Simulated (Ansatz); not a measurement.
## From LDA to G0W0: Sr2CaTi3O9 (perovskite [001] superlattice) (P4mm)

How far does one-shot GW move the LDA gap of Sr2CaTi3O9 (perovskite [001] superlattice) (P4mm)?

Program: Ansatz 0.2.0. Level of theory: LDA, then G0W0 on it, plane waves, PAW. Results are calculated unless marked as measured.

The structure was built from a prototype and need not be the compound's stable phase.

## 1. The structure

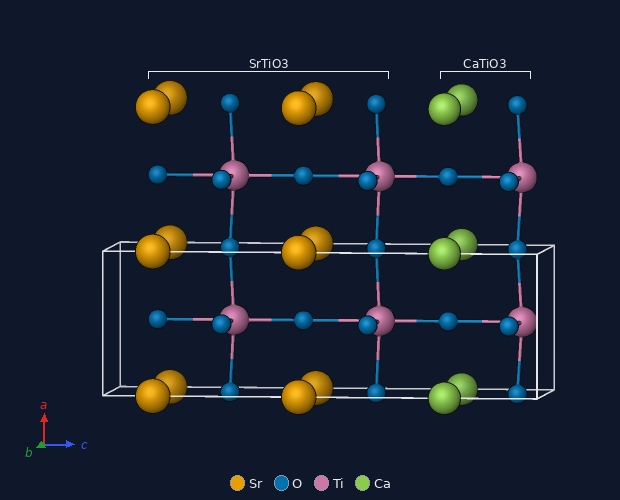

The cell as given, from the side, with the c axis across the page (strontium orange, oxygen blue, titanium pink, calcium green). 2×1×1 cells are drawn. Some periodic images of atoms are drawn too.

The structure was relaxed with LDA. The runs that relaxed it are not among those shown.

The logs state that the PAW files were generated under PBE.

## 2. The LDA band structure

Levels along a band path and on the mesh show where this functional puts the band edges.

This step: DFT, LDA, plane waves, PAW; PAW set soft_1.

input.yaml

```yaml
crystal:
  lattice:
    - [3.8332940289, 0.0, 0.0]
    - [0.0, 3.8332940289, 0.0]
    - [0.0, 0.0, 11.5724503175]
  atoms:
    - { symbol: Sr, position: [0.0, 0.0, 0.0888685092] }
    - { symbol: O, position: [0.5, 0.5, 0.0805421152] }
    - { symbol: Ti, position: [0.5, 0.5, 0.2561651559] }
    - { symbol: O, position: [0.5, 0.0, 0.2470993584] }
    - { symbol: O, position: [0.0, 0.5, 0.2470993584] }
    - { symbol: Sr, position: [0.0, 0.0, 0.4250208297] }
    - { symbol: O, position: [0.5, 0.5, 0.4163779302] }
    - { symbol: Ti, position: [0.5, 0.5, 0.5916964269] }
    - { symbol: O, position: [0.5, 0.0, 0.5839199035] }
    - { symbol: O, position: [0.0, 0.5, 0.5839199035] }
    - { symbol: Ca, position: [0.0, 0.0, 0.7607153989] }
    - { symbol: O, position: [0.5, 0.5, 0.7499687] }
    - { symbol: Ti, position: [0.5, 0.5, 0.9195730861] }
    - { symbol: O, position: [0.5, 0.0, 0.9091378926] }
    - { symbol: O, position: [0.0, 0.5, 0.9091378926] }
kpoints:
  mp_grid: { grid: [6, 6, 2] }
  band_path:
    path:
      - [[0.0, 0.0, 0.0], [0.0, 0.5, 0.0], [0.5, 0.5, 0.0], [0.0, 0.0, 0.0], [0.0, 0.0, 0.5], [0.0, 0.5, 0.5], [0.5, 0.5, 0.5], [0.0, 0.0, 0.5]]
      - [[0.0, 0.5, 0.0], [0.0, 0.5, 0.5]]
      - [[0.5, 0.5, 0.0], [0.5, 0.5, 0.5]]
    npoints: 10
hamiltonian:
  xc: lda
  pseudopotentials: { kind: paw, azcp: { folder: soft_1 }, xc_functional: pbe }
scf:
  occupations: { method: fermi_dirac, width: 0.02 }
  n_extra_bands: 9
output:
  eigenvalues: true
  write_density: true
  write_potential: true
  elf: true
  volumetric_format: npy
```

Started as:

```bash
$ ansatz run input.yaml --threads 4 --pin off --max-ram 17510MiB --backend cpu --events-out ev --progress --plain --runs-dir out
```

Numbers of over 12 decimals in the logs are rounded to 6 here.

The program printed:

```text
scf.n_extra_bands = 9 over 60 filled bands (N_el = 120.0): the run solves 69 bands
Engine: ansatz 0.2.0, aarch64-unknown-linux-gnu
Pseudopotentials: kind: paw
Pseudopotential: Sr, paw, valence charge 10, recommended cutoff 420 eV (normal), soft_1/Sr.paw.azcp
Pseudopotential: O, paw, valence charge 6, recommended cutoff 420 eV (normal), soft_1/O.paw.azcp
Pseudopotential: Ti, paw, valence charge 12, recommended cutoff 420 eV (normal), soft_1/Ti.paw.azcp
Pseudopotential: Ca, paw, valence charge 10, recommended cutoff 420 eV (normal), soft_1/Ca.paw.azcp
Functional definition: SPW92
  exchange = slater_x
  correlation = pw_c
Crystal: 15 atoms, lattice volume = 170.047 Å³
Basis set: ecut = 420 eV, 3351 PW (Γ)
Bands: 69, of which v1, the nominal top of the filled ones, is band 60 counted from 1 (59 counted from 0)
Symmetry: 8 space group operations
Space group: P4mm (ITA 99), of the structure as read, at distance tolerance 5.5e-5 Å
k-points: 20 of 72
Non-local potential: Sr, projectors of the file, l = 0: 3, l = 1: 2, l = 2: 2
Non-local potential: O, projectors of the file, l = 0: 2, l = 1: 2, l = 2: 1
Non-local potential: Ti, projectors of the file, l = 0: 3, l = 1: 2, l = 2: 3, l = 3: 1
Non-local potential: Ca, projectors of the file, l = 0: 3, l = 1: 2, l = 2: 2
PAW form: soft (Blöchl's): semilocal exchange-correlation on the pseudo side does not see the compensation charge
PAW frozen core: Sr, regenerated for the run's functional, and the local potential with it (the file was generated under x = pbe(κ = 0.804, μ = 0.219515), c = pbe(β = 0.066725))
PAW frozen core: O, regenerated for the run's functional, and the local potential with it (the file was generated under x = pbe(κ = 0.804, μ = 0.219515), c = pbe(β = 0.066725))
PAW frozen core: Ti, regenerated for the run's functional, and the local potential with it (the file was generated under x = pbe(κ = 0.804, μ = 0.219515), c = pbe(β = 0.066725))
PAW frozen core: Ca, regenerated for the run's functional, and the local potential with it (the file was generated under x = pbe(κ = 0.804, μ = 0.219515), c = pbe(β = 0.066725))
PAW one-centre angular grid: Sr, 110 points (default); XC on 64 Gauss nodes
PAW one-centre angular grid: O, 110 points (default); XC on 64 Gauss nodes
PAW one-centre angular grid: Ti, 590 points (default); XC on 64 Gauss nodes
PAW one-centre angular grid: Ca, 110 points (default); XC on 64 Gauss nodes
Initial density: superposition of atomic densities (chi_scale 0.1, normalization cell, long waves kept (reshape's long-wave potential 0.26 eV rms))
Initial wavefunctions: pseudopotential atomic-orbital guess
Functional: x = slater, c = lda
SCF iter   1: F=—  HF=-21037.325109 eV  |F-HF|=—  |Δ(HF+E_count)|=         —  Δρ=5.33e-2  dr2=4.63e0  ethr=3.10e-3  ⟨swp⟩=12.1  Hψ=6972  notcnv=0
preconditioner: auto → Resta (q_TF=auto, 2.574 Å⁻¹)  ε∞=5.8  [insulator: Δε(μ)=1.334 eV  Ē_g=12.332 eV  σ=0.020 eV  W_gap=1.00  n_scr=56 (ndim 8)  ℏωp=27.0 eV  f_vac=0.000  D(μ)=0.00/eV (n_scr^D=0)  ε∞_Penn≈5.8]
SCF iter   2: F=—  HF=-21036.543830 eV  |F-HF|=—  |Δ(HF+E_count)|=   7.81e-1  Δρ=2.76e-2  dr2=1.49e0  ethr=3.10e-3  ⟨swp⟩=3.0  Hψ=2899  notcnv=0  defer=62
SCF iter   3: F=—  HF=-21036.246122 eV  |F-HF|=—  |Δ(HF+E_count)|=   2.98e-1  Δρ=9.24e-3  dr2=1.09e-1  ethr=1.24e-3  ⟨swp⟩=4.0  Hψ=2885  notcnv=0  defer=58
SCF iter   4: F=—  HF=-21036.228320 eV  |F-HF|=—  |Δ(HF+E_count)|=   1.78e-2  Δρ=2.62e-3  dr2=7.87e-3  ethr=9.05e-5  ⟨swp⟩=3.9  Hψ=2541  notcnv=0  defer=47
SCF iter   5: F=—  HF=-21036.228374 eV  |F-HF|=—  |Δ(HF+E_count)|=   5.48e-5  Δρ=4.15e-4  dr2=2.74e-4  ethr=6.56e-6  ⟨swp⟩=3.0  Hψ=2622  notcnv=0  defer=47
SCF iter   6: F=—  HF=-21036.228408 eV  |F-HF|=—  |Δ(HF+E_count)|=   3.40e-5  Δρ=1.43e-4  dr2=2.96e-5  ethr=2.28e-7  ⟨swp⟩=2.0  Hψ=2233  notcnv=0  defer=47
SCF iter   7: F=—  HF=-21036.228416 eV  |F-HF|=—  |Δ(HF+E_count)|=   7.97e-6  Δρ=7.81e-5  dr2=7.88e-6  ethr=2.47e-8  ⟨swp⟩=2.0  Hψ=2194  notcnv=0  defer=47
SCF iter   8: F=—  HF=-21036.228415 eV  |F-HF|=—  |Δ(HF+E_count)|=   1.42e-6  Δρ=1.22e-5  dr2=2.79e-7  ethr=6.56e-9  ⟨swp⟩=2.0  Hψ=2124  notcnv=0  defer=47
SCF iter   9: F=-21036.228415 eV  HF=-21036.228415 eV  |F-HF|=1.72e-8  |Δ(HF+E_count)|=   2.91e-8  Δρ=3.43e-6  dr2=2.47e-8  ethr=8.33e-11  ⟨swp⟩=11.7  Hψ=5142  notcnv=0
SCF 1 converged in 9 iterations: F = -21036.228415 eV  dr2 = 2.47e-8
  greatest PAW one-centre occupation: 0.998 electrons in one spin orbital (limit 2), on the Ti atom at site 7 (counted from 0), in its partial waves of l = 0
NSCF: frozen V_eff on 93 k-points
SCF converged after 9 iterations
Free energy (F): -21036.228415 eV
Harris-Foulkes:  -21036.228415 eV  (|F-HF|=1.72e-8)
Internal energy: -21036.228415 eV  (E = F + TS)
E sigma→0 (E₀):  -21036.228415 eV
Fermi energy:    10.874044 eV
--- Per-component energies (eV) ---
  E_band       = -655.817876
  E_kinetic    = 3082.921776
  E_local      = -7317.847120  (includes V_loc(G=0)·N_el)
  E_nonlocal   = 1242.178240
  E_hartree    = 2574.895197
  E_xc         = -1464.590889
  E_vxc        = -1734.914356  (∫ρ·V_xc dr)
  E_paw        = -10349.681472  (= ΣΔE_a)
  E_vpaw       = -1077.948384  (= ΣTr[D̂ρ^β])
  E_aug_tail   = 0.006892  (compensation charges beyond the density's cutoff)
  E_ewald      = -8806.832619
  E_core_change = 2.721581  (= ΣΔE_core)
  E_smearing   = -0.000000  (= −TS)
  E_closure    = -0.000000  (closes the sum)
  Σ components = -21036.228415   (vs F -21036.228415, Δ=0.00e0)
--- Band table (eV; the first three rows and the last of 20) ---
  k-point 0: bands = [... 56 lower, 9.2827, 9.4539, 9.4539, 9.4569, 11.7798, 11.9040, 12.0101, 12.0101, ... 5 higher]
  k-point 1: bands = [... 56 lower, 9.3241, 9.3241, 9.4133, 9.4133, 11.7996, 11.8670, 12.0278, 12.5524, ... 5 higher]
  k-point 2: bands = [... 56 lower, 8.8786, 8.9593, 9.2516, 9.3590, 12.0460, 12.4047, 12.4785, 12.4865, ... 5 higher]
  k-point 19: bands = [... 56 lower, 9.8436, 9.8621, 9.8621, 9.9617, 14.0443, 14.0443, 14.1166, 14.1166, ... 5 higher]
```

It took 31 s on 4 threads of Arm Neoverse V1, shared host; peak memory 0.99 GiB.

This step gave:

* filled bands: 60
* gap: 1.818 eV
* valence top at: A
* conduction bottom at: Γ
* least direct gap: 2.323 eV

Over mesh and path the gap is 1.818 eV, from k = (0.500, 0.500, 0.500) to k = Γ. The least direct gap found is 2.323 eV, at k = Γ.

The electronic bands at the labelled points (eV, zero at the top of the highest nominally filled band):

| point | band 57 | band 58 | band 59 | band 60 | band 61 | band 62 | band 63 | band 64 |
| --- | --- | --- | --- | --- | --- | --- | --- | --- |
| Γ | -0.68 | -0.51 | -0.51 | -0.50 | 1.82 | 1.94 | 2.05 | 2.05 |
| X | -0.95 | -0.84 | -0.51 | -0.39 | 2.22 | 3.54 | 3.66 | 3.89 |
| M | -0.41 | -0.22 | -0.11 | 0.00 | 3.99 | 3.99 | 4.40 | 4.40 |
| Γ | -0.68 | -0.51 | -0.51 | -0.50 | 1.82 | 1.94 | 2.05 | 2.05 |
| Z | -0.64 | -0.64 | -0.55 | -0.55 | 1.84 | 1.91 | 2.07 | 2.59 |
| R | -1.26 | -1.24 | -1.18 | -0.18 | 2.71 | 2.73 | 3.89 | 3.94 |
| A | -0.12 | -0.10 | -0.10 | 0.00 | 4.08 | 4.08 | 4.15 | 4.15 |
| Z | -0.64 | -0.64 | -0.55 | -0.55 | 1.84 | 1.91 | 2.07 | 2.59 |
| jump to X | -0.95 | -0.84 | -0.51 | -0.39 | 2.22 | 3.54 | 3.66 | 3.89 |
| R | -1.26 | -1.24 | -1.18 | -0.18 | 2.71 | 2.73 | 3.89 | 3.94 |
| jump to M | -0.41 | -0.22 | -0.11 | 0.00 | 3.99 | 3.99 | 4.40 | 4.40 |
| A | -0.12 | -0.10 | -0.10 | 0.00 | 4.08 | 4.08 | 4.15 | 4.15 |

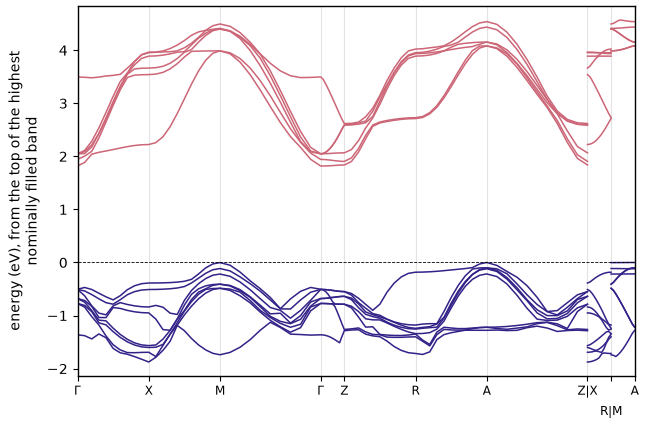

Electronic bands along the path; lines of filled and empty bands in two colours.

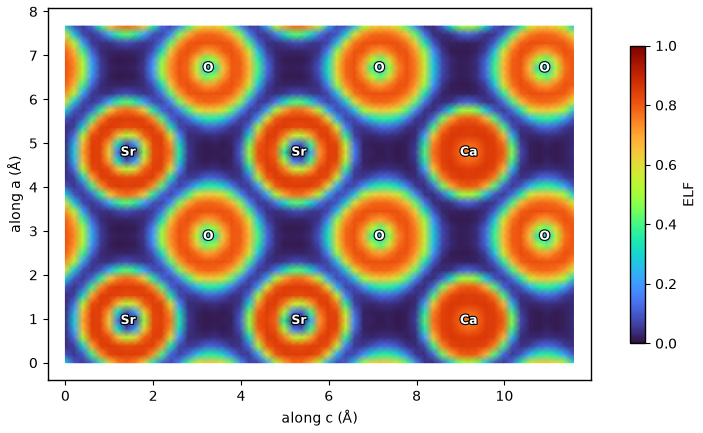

ELF in the ca plane at fractional y = 0.000, with atoms of Sr and O and Ca within 0.2 Å of it. It is the smooth field of the valence electrons, not physical close to the nuclei. The map starts off the cell's origin, so that atoms lie inside it.

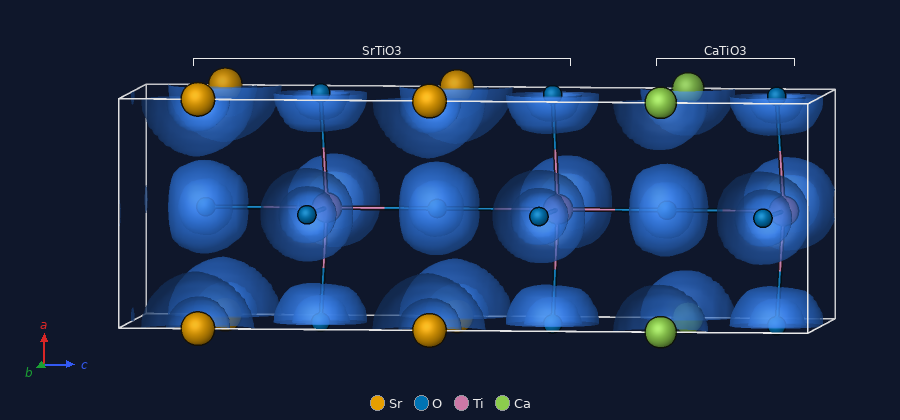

Surface of ELF = 0.78.

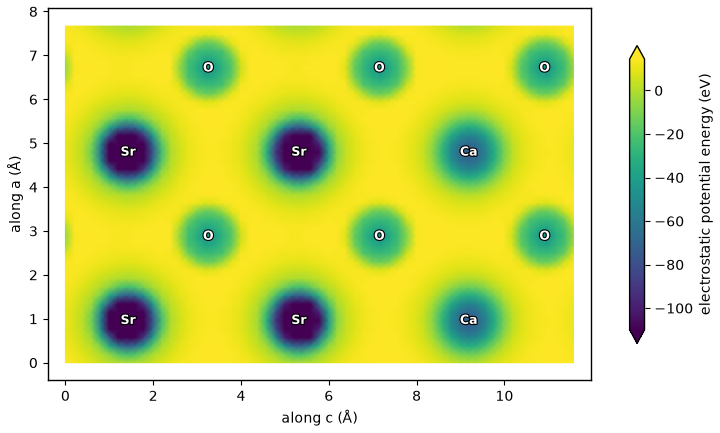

Electrostatic potential energy in the ca plane at fractional y = 0.000, with atoms of Sr and O and Ca within 0.2 Å of it. With pseudopotentials it is smooth inside the atoms' cores, unlike the true potential. The map starts off the cell's origin, so that atoms lie inside it.

[end of part 1 of 3]

[Paths, hosts, dates, memory and timing lines, banners, echoed tables and standing remarks are left out of the program output.]

[Logs are printed without paths, hosts, clocks, repeated set-up lines and the standing remarks that a program may print on its own settings, such as how far it seeks lower states.]

[Runs of the session that timed out or met a known fault of the program may be left out.]

[Cells called generated may have been cut or substituted from an entry of the Crystallography Open Database or the Materials Project.]

[Hosts, paths, dates, database ids (printed as entryN), source tags and the programs' standing remarks are cut or masked in the printed files.]

[Where an RPA ε∞ is given, it is that of the G0W0 mesh and is not shown converged in it. Names of k-points follow the symmetry that the program found, which can be lower than the space group named. Band edges on a path are those of the sampled points; other points can move an edge, and change direct to indirect where valleys lie close.]

[Hybrid gaps are those of their k-mesh and are not shown converged in it.]
